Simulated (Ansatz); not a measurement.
Cell and atoms:

```cif
data_structure
_symmetry_space_group_name_H-M 'P 63/m m c'
_symmetry_Int_Tables_number 194
_cell_length_a 3.6183
_cell_length_b 3.6183
_cell_length_c 6.0312
_cell_angle_alpha 90.000
_cell_angle_beta 90.000
_cell_angle_gamma 120.000
_cell_volume 68.38
loop_
_atom_site_label
_atom_site_type_symbol
_atom_site_symmetry_multiplicity
_atom_site_Wyckoff_symbol
_atom_site_fract_x
_atom_site_fract_y
_atom_site_fract_z
_atom_site_occupancy
Ge1 Ge 4 f 0.66667 0.33333 0.06457 1
```

### Characterise the structure given above.

The element is germanium. Its lattice is primitive hexagonal, its space group P6_3/mmc (No. 194). In terms of structure types, this is hexagonal diamond (lonsdaleite type). The cell holds four atoms. The Ge atoms are each bonded to four Ge in a tetrahedral arrangement at 2.23 to 2.24 Å. The bonds build a three-dimensional framework.

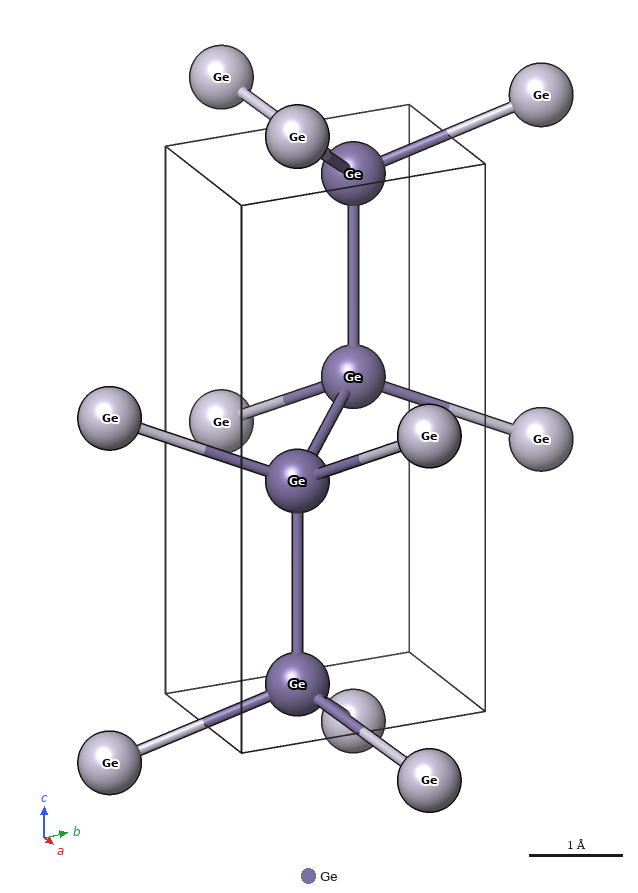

The figure gives a ball-and-stick picture of the atoms, viewed slightly off an axis. Lines trace the edges of the conventional unit cell. The first bonded neighbours in the surrounding cells are also shown, in fainter colours. Colours: germanium purple.

Provenance: a structure listed in the Materials Project. It was relaxed with DFT r2SCAN, scalar-relativistic, plane waves, PAW in Ansatz 0.2.0 under a constraint or pressure on the cell, so some stress remains.

At this level of theory the cell isn't at rest (compressed, at 40 GPa), so its distances can differ from those at equilibrium, the more so the softer the solid.
